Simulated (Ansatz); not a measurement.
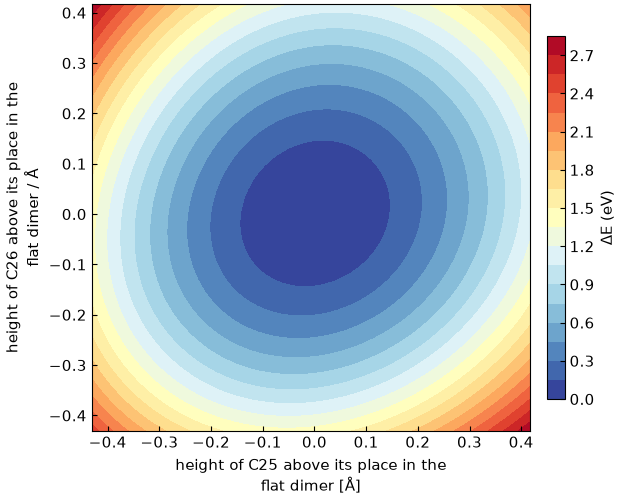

A C(100) slab cut from the Fd-3m phase, its lower face capped with 8 H atoms (36 atoms in the cell). 
- Two atoms of the surface dimers are held at set heights.
- Coordinates scanned: (1) height of C25 above its place in the flat dimer; (2) height of C26 above its place in the flat dimer.
- Relaxed at each point: all atoms of the upper layers, but for the two heights.
- The grid has 7 × 7 points; 28 points were computed and 21 follow by symmetry.
- Points are written as (first, second).
- Energies are in eV, from the lowest grid point.
- The calculation used DFT PBE, scalar-relativistic, plane waves, PAW (Ansatz). Settings: cutoff 420 eV, k-mesh 5×5×1, gaussian smearing 0.05 eV, no spin polarisation.

In the figure: filled contours. Between grid points the surface is interpolated.

The lowest grid point is at (0.000 Å, 0.000 Å). No other kind of well shows on this grid. The highest grid point, (−0.431 Å, 0.417 Å), lies 2.83 eV above the lowest. Round the minimum the two coordinates are weakly coupled (coupling −0.12 in units of the two stiffnesses).

The level of theory is changed to Ansatz, DFT LDA, scalar-relativistic, plane waves, PAW; with it change the cell, relaxed at the new level (first cell vector 4.995 Å, before 5.051 Å).

### What will the new map look like?

The lowest place stays at (0.000 Å, 0.000 Å). The span from the lowest to the highest grid point grows from 2.83 to 3.00 eV. The curvature at the minimum changes by less than a tenth (about 15) eV/Å² along the first coordinate and by less than a tenth (about 15) eV/Å² along the second coordinate (per cell).

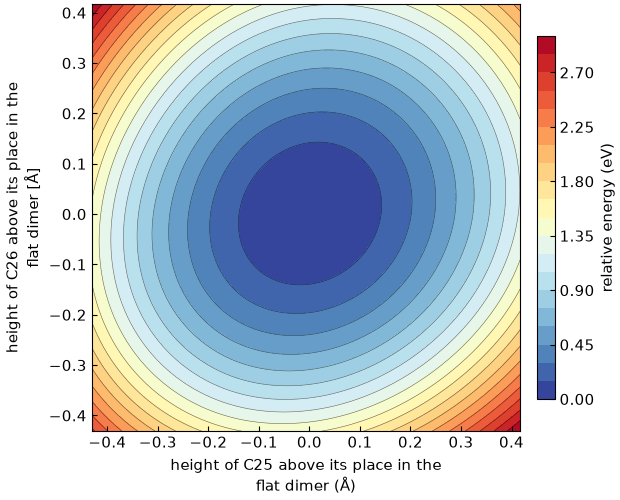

The map after the change, on a colour scale of its own. Drawn: filled contours. Between grid points the surface is interpolated.
